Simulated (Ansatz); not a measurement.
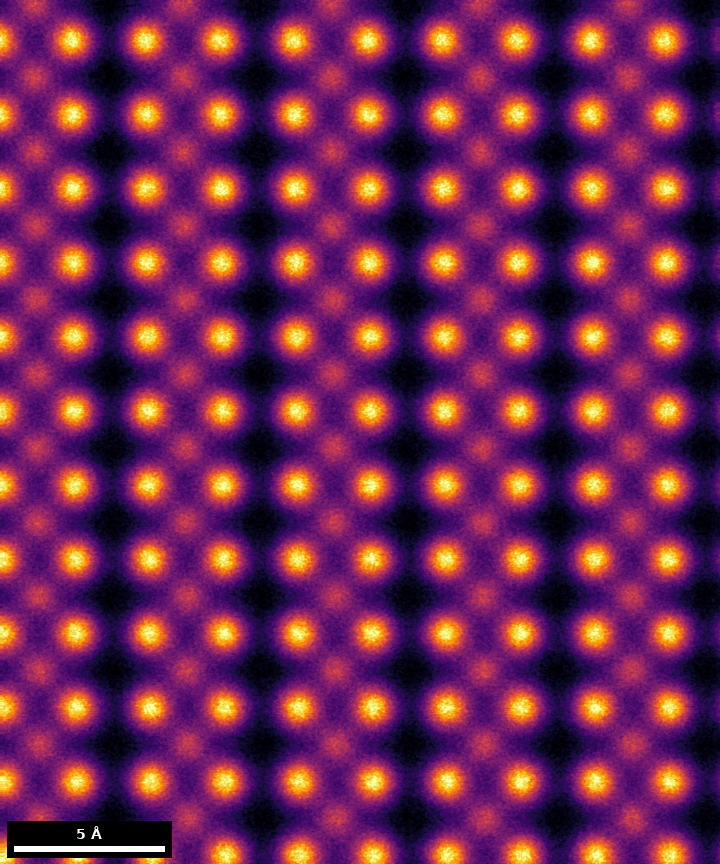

iDPC-like image of Si (Cmmm, No. 65). Simulated as the projected potential of neutral atoms (B = 0.3 Å²) blurred by a 0.81 Å probe, the thin-sample limit of integrated differential phase contrast. Shot noise and a slight drift were added. Structure: coordinates from a relaxation with DFT PBE, scalar-relativistic, plane waves, PAW in Ansatz; the starting structure was generated, so it need not be a known form of this composition.

```
Si
1.0
     4.94122    0.00000    0.00000
     0.00000    7.51585    0.00000
     0.00000    0.00000    4.94301
Si
10
Direct
  0.25000 0.75000 0.25304
  0.25000 0.25000 0.74696
  0.25000 0.25000 0.25304
  0.25000 0.75000 0.74696
  0.00000 0.00000 0.00000
  0.75000 0.25000 0.25304
  0.75000 0.75000 0.74696
  0.75000 0.75000 0.25304
  0.75000 0.25000 0.74696
  0.50000 0.50000 0.00000
```

Along which zone axis is the crystal seen: [010], [201], [111] or [110]? (Directions equivalent by symmetry count as one.)

[010]. The projected cells are 2.47 × 4.94 Å, 90° for [010]; 2.21 × 3.92 Å, 106° for [201]; 2.17 × 4.22 Å, 102° for [111]; 4.13 × 4.94 Å, 90° for [110], and the image repeats as the [010] one does.
